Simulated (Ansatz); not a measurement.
BN: geometry relaxation (part 2 of 2)

Continued. System: BN (2 atoms in the cell). Method: DFT, LDA, dispersion d4, plane waves, PAW, no spin polarisation (Ansatz 0.2.0); cutoff 420 eV, 13×13×13 k-mesh, Fermi–Dirac smearing of 0.02 eV. The structure was built on a prototype by a generator; it need not be a known phase.

Geometry of the input (Å; fractional positions):
```
0.0000  2.1544  2.1544
2.1544  0.0000  2.1544
2.1544  2.1544  0.0000
B  0.0000  0.0000  0.0000
N  0.2500  0.2500  0.2500
```

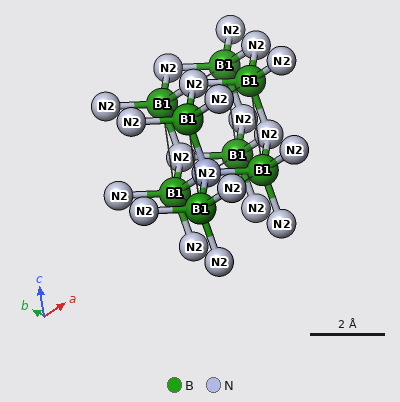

Figure 1. The geometry at step 4 of the log (ball-and-stick view of the cell of the calculation, seen slightly off an axis; neighbours outside the cell are drawn fainter; atoms are numbered from 1 in the order of the input).

**The program's output, continued**
```
SCF iter   1: F=—  HF=-526.960126 eV  |F-HF|=—  |Δ(HF+E_count)|=         —  Δρ=1.22e-3  dr2=2.15e-5  ethr=1.87e-7  ⟨swp⟩=6.4  Hψ=5434  notcnv=0
preconditioner: auto → none  [insulator: Δε(μ)=4.482 eV  Ē_g=20.424 eV  σ=0.020 eV  W_gap=1.00  n_scr=0 (ndim 8)  ℏωp=31.2 eV  f_vac=0.000  D(μ)=0.00/eV (n_scr^D=0)  ε∞_Penn≈3.3]
iter 2 solved again at ethr=1.47e-8 eV; its pass at ethr=1.87e-7 eV (dr2=1.18e-6 eV) is discarded
SCF iter   2: F=—  HF=-526.960136 eV  |F-HF|=—  |Δ(HF+E_count)|=   9.64e-6  Δρ=1.47e-4  dr2=1.18e-6  ethr=1.47e-8  ⟨swp⟩=2.0  Hψ=2326  notcnv=0
SCF iter   3: F=—  HF=-526.960135 eV  |F-HF|=—  |Δ(HF+E_count)|=   4.73e-7  Δρ=6.17e-6  dr2=3.10e-9  ethr=1.47e-8  ⟨swp⟩=2.0  Hψ=1008  notcnv=0
SCF iter   4: F=—  HF=-526.960135 eV  |F-HF|=—  |Δ(HF+E_count)|=  8.27e-10  Δρ=6.66e-7  dr2=2.86e-11  ethr=3.88e-11  ⟨swp⟩=2.9  Hψ=1159  notcnv=0
SCF iter   5: F=-526.960135 eV  HF=-526.960135 eV  |F-HF|=2.27e-13  |Δ(HF+E_count)|=  5.46e-12  Δρ=6.08e-8  dr2=2.15e-13  ethr=1.00e-12  ⟨swp⟩=2.2  Hψ=1032  notcnv=0
SCF 8 converged in 5 iterations: F = -526.960135 eV  dr2 = 2.15e-13
  Residual-converged pass: ⟨swp⟩=4.0  Hψ=1661  notcnv=0  max |occ|·‖R‖ = 8.8e-9 eV (tolerance 1.0e-8 eV)  dr2=2.48e-13  dr2_onsite=2.00e-14  max |Δocc| = 0.0e0
relax step   8: F+E_penalty+E_count = -526.96013529 eV  Δ(F+E_penalty+E_count) = +8.985e-3 eV  max|allowed force component| = 7.980e-17 eV/Å  Δτ_max = 0.0000 Å  P = -1.181 GPa  Ω = 11.345 Å³  stress off target by 1.18e0 GPa  SCF on the basis re-selected at this cell (its energy is not comparable with the rows above)  (5 SCF iters)
basis re-selected at this cell: Δ(F+E_penalty+E_count) = +8.985e-3 eV, ΔP = -1.173 GPa vs the last step (what re-selecting the basis moved, of the pressure what is left beyond the Pulay correction that the steps carried, after the strain that the cell walked since its last selection, with what the two solves' SCF thresholds leave and, on support functions, any second-order correction that the steps lacked; it is no measure of the basis error at this ecutwfc). The dense FFT grid was sized anew with the basis: this SCF ran on 18×18×18 points, the steps before it on 24×24×24, so part of this shift can come from that change (see relax.cell in the input reference). This SCF's stress stands 1.18e0 GPa from its target on what of the cell is left free (relax.cell.stress_tol is 5.00e-2 GPa) and its largest allowed force component is 7.98e-17 eV/Å (relax.f_tol is 5.00e-3 eV/Å): not within both, so this SCF does not close the relaxation
Crystal: 2 atoms, lattice volume = 11.313 Å³
iter 1 solved again at ethr=2.53e-6 eV; its pass at ethr=1.00e-1 eV (dr2=2.02e-4 eV) is discarded
SCF iter   1: F=—  HF=-526.960539 eV  |F-HF|=—  |Δ(HF+E_count)|=         —  Δρ=7.64e-4  dr2=5.56e-5  ethr=2.53e-6  ⟨swp⟩=3.9  Hψ=2796  notcnv=0
preconditioner: auto → none  [insulator: Δε(μ)=4.494 eV  Ē_g=20.466 eV  σ=0.020 eV  W_gap=1.00  n_scr=0 (ndim 8)  ℏωp=31.2 eV  f_vac=0.000  D(μ)=0.00/eV (n_scr^D=0)  ε∞_Penn≈3.3]
iter 2 solved again at ethr=4.89e-8 eV; its pass at ethr=6.95e-7 eV (dr2=3.91e-6 eV) is discarded
SCF iter   2: F=—  HF=-526.960519 eV  |F-HF|=—  |Δ(HF+E_count)|=   2.03e-5  Δρ=2.38e-4  dr2=3.94e-6  ethr=4.89e-8  ⟨swp⟩=2.0  Hψ=2279  notcnv=0
SCF iter   3: F=-526.960517 eV  HF=-526.960517 eV  |F-HF|=1.14e-9  |Δ(HF+E_count)|=   1.74e-6  Δρ=4.79e-6  dr2=1.85e-9  ethr=4.89e-8  ⟨swp⟩=2.0  Hψ=1008  notcnv=0
SCF 9 converged in 3 iterations: F = -526.960517 eV  dr2 = 1.85e-9
  Residual-converged pass: ⟨swp⟩=3.0  Hψ=1324  notcnv=0  max |occ|·‖R‖ = 8.9e-6 eV (tolerance 9.4e-6 eV)  dr2=2.15e-9  dr2_onsite=1.13e-10  max |Δocc| = 0.0e0
  greatest PAW one-centre occupation: 0.784 electrons in one spin orbital (limit 2), on the N atom at site 1 (counted from 0), in its partial waves of l = 0
relax step   9: F+E_penalty+E_count = -526.96051730 eV  Δ(F+E_penalty+E_count) = -3.820e-4 eV  max|allowed force component| = 1.261e-16 eV/Å  Δτ_max = 0.0000 Å  P = +0.021 GPa  Ω = 11.313 Å³  energy of the carried Pulay correction = +2.668e-4 eV  (3 SCF iters, dr2 threshold 2.00e-7 eV, accepted)
iter 1 solved again at ethr=8.85e-8 eV; its pass at ethr=1.00e-1 eV (dr2=7.08e-6 eV) is discarded
SCF iter   1: F=—  HF=-526.960324 eV  |F-HF|=—  |Δ(HF+E_count)|=         —  Δρ=2.10e-5  dr2=9.29e-9  ethr=8.85e-8  ⟨swp⟩=6.9  Hψ=5699  notcnv=0
preconditioner: auto → none  [insulator: Δε(μ)=4.487 eV  Ē_g=20.464 eV  σ=0.020 eV  W_gap=1.00  n_scr=0 (ndim 8)  ℏωp=31.2 eV  f_vac=0.000  D(μ)=0.00/eV (n_scr^D=0)  ε∞_Penn≈3.3]
iter 2 solved again at ethr=3.79e-12 eV; its pass at ethr=1.16e-10 eV (dr2=3.03e-10 eV) is discarded
SCF iter   2: F=—  HF=-526.960324 eV  |F-HF|=—  |Δ(HF+E_count)|=   3.91e-9  Δρ=2.32e-6  dr2=3.25e-10  ethr=3.79e-12  ⟨swp⟩=2.6  Hψ=2284  notcnv=0
SCF iter   3: F=-526.960324 eV  HF=-526.960324 eV  |F-HF|=4.09e-12  |Δ(HF+E_count)|=  1.14e-10  Δρ=2.72e-7  dr2=4.76e-12  ethr=3.79e-12  ⟨swp⟩=2.2  Hψ=1029  notcnv=0
SCF 10 converged in 3 iterations: F = -526.960324 eV  dr2 = 4.76e-12
  Residual-converged pass: ⟨swp⟩=4.2  Hψ=1696  notcnv=0  max |occ|·‖R‖ = 9.9e-9 eV (tolerance 1.0e-8 eV)  dr2=5.31e-12  dr2_onsite=4.65e-13  max |Δocc| = 0.0e0
relax step  10: F+E_penalty+E_count = -526.96032448 eV  Δ(F+E_penalty+E_count) = +1.928e-4 eV  max|allowed force component| = 8.211e-17 eV/Å  Δτ_max = 0.0000 Å  P = -0.005 GPa  Ω = 11.313 Å³  stress off target by 5.29e-3 GPa  SCF on the basis re-selected at this cell (its energy is not comparable with the rows above)  (3 SCF iters)
```

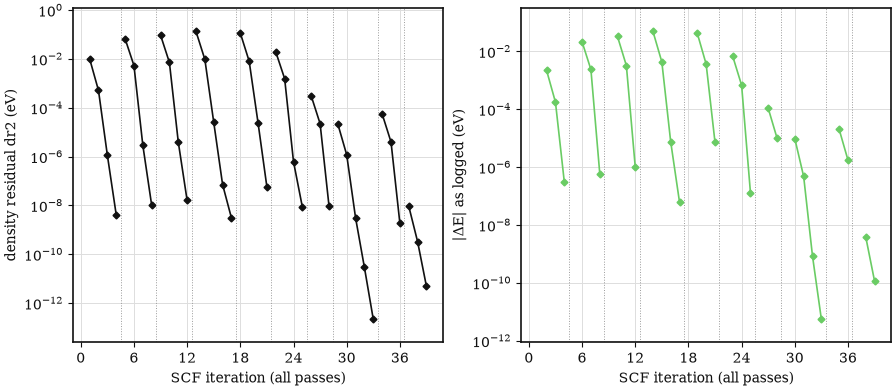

Figure 2. Convergence of the self-consistent field: density residual dr2 and size of the energy change against the SCF iteration. The dotted lines part the SCF passes of the relaxation: geometry steps, rejected trials and re-solves on a re-selected basis. The 10 passes take 3 to 5 iterations each, 39 in all.

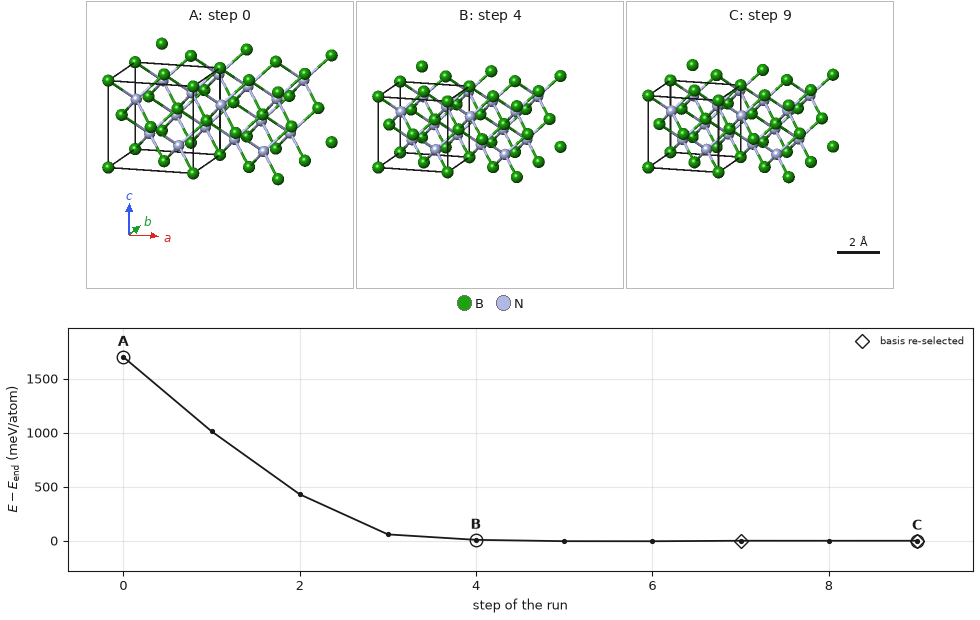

Figure 3. Frames of the relaxation (ball-and-stick view of the cell 4 times as large as that of the calculation, set on its symmetry axes, repeated 2 × 2 × 1, seen slightly off an axis) above the curves, on which the letters mark them (the first geometry is step 0 here and step 1 in the log).

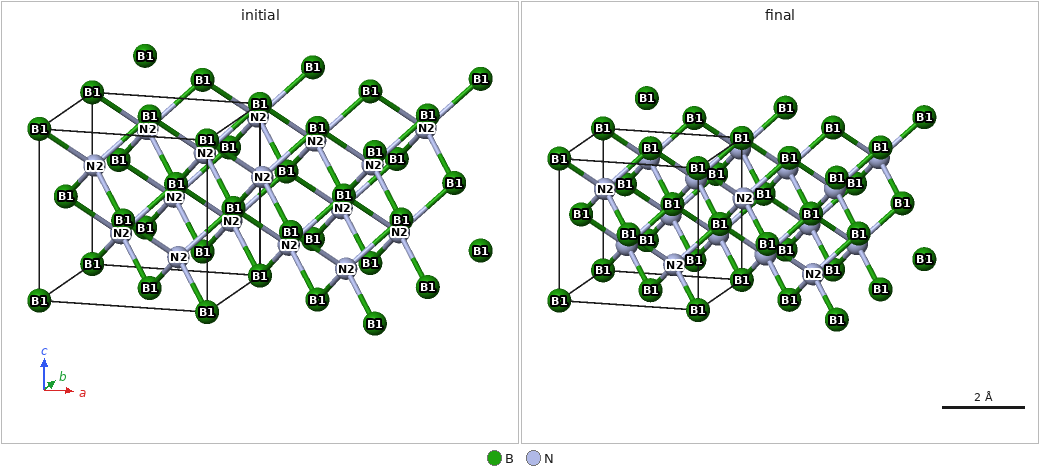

Figure 4. Before (left) and after (right) the relaxation, at one scale (ball-and-stick view of the cell 4 times as large as that of the calculation, set on its symmetry axes, repeated 2 × 2 × 1, seen slightly off an axis). The atoms keep their places relative to the cell (all moves are under 0.005 Å). The drawn cell changes as follows: a = b = c 4.309 → 3.564 Å (−17.3 %); the volume changes by −43.4 %. Among the contacts that change: B1–N2 1.866 → 1.543 Å. The space group stays F-43m (No. 216). Over 7 geometry steps the energy falls by 1701 meV per atom. All forces vanish by symmetry, so only the cell relaxes. Pressure: −74.54 GPa at the start and −0.01 GPa at the end. 1 further SCF at an unchanged geometry re-selected the plane-wave basis for the new cell. The energy change given includes the shifts at the re-selections in mid-walk, which come without any move. A last SCF at the same geometry on a re-selected plane-wave basis shifts the energy by +0.1 meV per atom. (Atoms are counted from 1 in the order of the input.)

```
basis re-selected at this cell: Δ(F+E_penalty+E_count) = +1.928e-4 eV, ΔP = -0.026 GPa vs the last step (what re-selecting the basis moved, of the pressure what is left beyond the Pulay correction that the steps carried, after the strain that the cell walked since its last selection, with what the two solves' SCF thresholds leave and, on support functions, any second-order correction that the steps lacked; it is no measure of the basis error at this ecutwfc). This SCF's stress stands 5.29e-3 GPa from its target on what of the cell is left free (relax.cell.stress_tol is 5.00e-2 GPa) and its largest allowed force component is 8.21e-17 eV/Å (relax.f_tol is 5.00e-3 eV/Å): within both
SCF converged after 3 iterations
Stability not checked: this state was not tested for a lower state beside it, because a direct minimisation reached the state, and no test of it is asked (direct_minimisation; see scf.lower_state_search)
Free energy (F): -526.960324 eV
Harris-Foulkes:  -526.960324 eV  (|F-HF|=4.09e-12)
Internal energy: -526.960324 eV  (E = F + TS)
E sigma→0 (E₀):  -526.960324 eV
Fermi energy:    13.865392 eV
--- Per-component energies (eV) ---
  E_band       = 28.669336
  E_kinetic    = 187.745613
  E_local      = -172.369483  (includes V_loc(G=0)·N_el)
  E_nonlocal   = 58.923233
  E_hartree    = 47.507390
  E_xc         = -93.205580
  E_vxc        = -116.380015  (∫ρ·V_xc dr)
  E_paw        = -191.632671  (= ΣΔE_a)
  E_vpaw       = -24.264921  (= ΣTr[D̂ρ^β])
  E_aug_tail   = 0.000099  (compensation charges beyond the density's cutoff)
  E_ewald      = -363.560252
  E_disp       = -0.494554  (pairwise vdW)
  E_core_change = 0.125878  (= ΣΔE_core)
  E_smearing   = -0.000000  (= −TS)
  E_closure    = 0.000000  (closes the sum)
  Σ components = -526.960324   (vs F -526.960324, Δ=0.00e0)
--- Forces (eV/Å), atoms counted from 1 ---
  atom   1  B      0.00000000    -0.00000000    -0.00000000
  atom   2  N     -0.00000000    -0.00000000    -0.00000000
  max |Σ_I F_I| component: 1.69e-16 eV/Å
--- Stress (GPa, compression-positive) ---
       -0.005289      -0.000000      -0.000000
       -0.000000      -0.005289       0.000000
       -0.000000       0.000000      -0.005289
  P = ⅓ Tr σ = -0.0053 GPa (-0.053 kbar)
--- Band table (eV; the first three rows and the last of 84) ---
  k-point 0: bands = ["-8.9436", "11.6287", "11.6287", "11.6287", "20.5266", "20.5266", "20.5266", "22.7414"]
  k-point 1: bands = ["-8.7939", "10.8244", "11.4648", "11.4648", "20.7736", "20.7736", "20.7750", "23.1775"]
  k-point 2: bands = ["-8.3493", "8.9152", "11.0541", "11.0541", "21.2012", "21.3660", "21.3660", "24.2601"]
  k-point 83: bands = ["-2.7530", "3.5744", "4.3886", "5.2560", "21.1315", "24.9381", "26.1960", "27.5662"]
--- Relaxed structure (8 steps of the walk, 8 accepted, 2 SCFs on fresh bases) ---
  F+E_penalty+E_count = -526.96032448 eV   max|allowed force component| = 8.211e-17 eV/Å   (the final SCF, on the basis selected at the relaxed cell)
  cell:  # Å, volume = 11.3132 Å³
    - [-2.48347617097279e-34, 1.7817686380482785, 1.7817686380482785]
    - [1.7817686380482785, 2.968080701858273e-33, 1.7817686380482785]
    - [1.7817686380482785, 1.7817686380482785, 3.203741651199401e-33]
  atoms:
    - { symbol: B, position: [-1.0536138760696806e-33, 1.0529154874037181e-33, 1.0329386616044145e-33] }
    - { symbol: N, position: [0.25, 0.25, 0.25] }
```

**Trajectory as extended XYZ (Å, eV, eV/Å), 10 frames, from step=1 to step=10**
```
2
Lattice="0.0000 2.1544 2.1544 2.1544 0.0000 2.1544 2.1544 2.1544 0.0000" Properties=species:S:1:pos:R:3:forces:R:3 step=1 energy=-523.55777 pressure_GPa=-74.54
B     0.0000    0.0000    0.0000    0.0000   0.0000   0.0000
N     1.0772    1.0772    1.0772    0.0000   0.0000   0.0000
2
Lattice="0.0000 2.0494 2.0494 2.0494 0.0000 2.0494 2.0494 2.0494 0.0000" Properties=species:S:1:pos:R:3:forces:R:3 step=2 energy=-524.93355 pressure_GPa=-78.29
B     0.0000    0.0000    0.0000    0.0000   0.0000   0.0000
N     1.0247    1.0247    1.0247    0.0000   0.0000   0.0000
2
Lattice="0.0000 1.9444 1.9444 1.9444 0.0000 1.9444 1.9444 1.9444 0.0000" Properties=species:S:1:pos:R:3:forces:R:3 step=3 energy=-526.10010 pressure_GPa=-65.89
B     0.0000    0.0000    0.0000    0.0000   0.0000   0.0000
N     0.9722    0.9722    0.9722    0.0000   0.0000   0.0000
2
Lattice="0.0000 1.8393 1.8393 1.8393 0.0000 1.8393 1.8393 1.8393 0.0000" Properties=species:S:1:pos:R:3:forces:R:3 step=4 energy=-526.84228 pressure_GPa=-32.22
B     0.0000    0.0000    0.0000    0.0000   0.0000   0.0000
N     0.9197    0.9197    0.9197    0.0000   0.0000   0.0000
2
Lattice="0.0000 1.7576 1.7576 1.7576 0.0000 1.7576 1.7576 1.7576 0.0000" Properties=species:S:1:pos:R:3:forces:R:3 step=5 energy=-526.94346 pressure_GPa=20.15
B     0.0000    0.0000    0.0000    0.0000   0.0000   0.0000
N     0.8788    0.8788    0.8788    0.0000   0.0000   0.0000
2
Lattice="0.0000 1.7873 1.7873 1.7873 0.0000 1.7873 1.7873 1.7873 0.0000" Properties=species:S:1:pos:R:3:forces:R:3 step=6 energy=-526.96795 pressure_GPa=-2.70
B     0.0000    0.0000    0.0000    0.0000   0.0000   0.0000
N     0.8937    0.8937    0.8937    0.0000   0.0000   0.0000
2
Lattice="0.0000 1.7834 1.7834 1.7834 0.0000 1.7834 1.7834 1.7834 0.0000" Properties=species:S:1:pos:R:3:forces:R:3 step=7 energy=-526.96912 pressure_GPa=-0.01
B     0.0000    0.0000    0.0000    0.0000   0.0000   0.0000
N     0.8917    0.8917    0.8917    0.0000   0.0000   0.0000
2
Lattice="0.0000 1.7834 1.7834 1.7834 0.0000 1.7834 1.7834 1.7834 0.0000" Properties=species:S:1:pos:R:3:forces:R:3 step=8 energy=-526.96014 pressure_GPa=-1.18
B     0.0000    0.0000    0.0000    0.0000   0.0000   0.0000
N     0.8917    0.8917    0.8917    0.0000   0.0000   0.0000
2
Lattice="0.0000 1.7818 1.7818 1.7818 0.0000 1.7818 1.7818 1.7818 0.0000" Properties=species:S:1:pos:R:3:forces:R:3 step=9 energy=-526.96052 pressure_GPa=0.02
B     0.0000    0.0000    0.0000    0.0000   0.0000   0.0000
N     0.8909    0.8909    0.8909    0.0000   0.0000   0.0000
2
Lattice="0.0000 1.7818 1.7818 1.7818 0.0000 1.7818 1.7818 1.7818 0.0000" Properties=species:S:1:pos:R:3:forces:R:3 step=10 energy=-526.96032 pressure_GPa=-0.01
B     0.0000    0.0000    0.0000    0.0000   0.0000   0.0000
N     0.8909    0.8909    0.8909    0.0000   0.0000   0.0000
```

**Key numbers**

```json
{"quantity": "outcome", "value": "converged"}
{"quantity": "space group (tolerance 0.01 Å)", "value": "F-43m (216)"}
{"quantity": "electrons treated", "value": "8"}
{"quantity": "free energy", "value": "−526.9603 eV"}
{"quantity": "Fermi energy", "value": "13.865 eV"}
{"quantity": "gap on the k-point mesh", "value": "4.49 eV"}
{"quantity": "pressure", "value": "−0.01 GPa"}
{"quantity": "final volume", "value": "11.31 Å³"}
{"quantity": "largest force (length of the vector) at the end", "value": "under 0.001 eV/Å"}
{"quantity": "final cell", "value": "a = 2.520 Å, b = 2.520 Å, c = 2.520 Å, α = 60.00°, β = 60.00°, γ = 60.00°"}
{"quantity": "wall time", "value": "15 s (CPU time 29 s)"}
{"quantity": "peak memory", "value": "0.29 GiB"}
```

Settings chosen away from the usual ones: hamiltonian.dispersion = "d4", scf.algorithm = "direct_min". Notes on the run: the dispersion correction has no parameters fitted for this combination and takes those fitted for PBE.
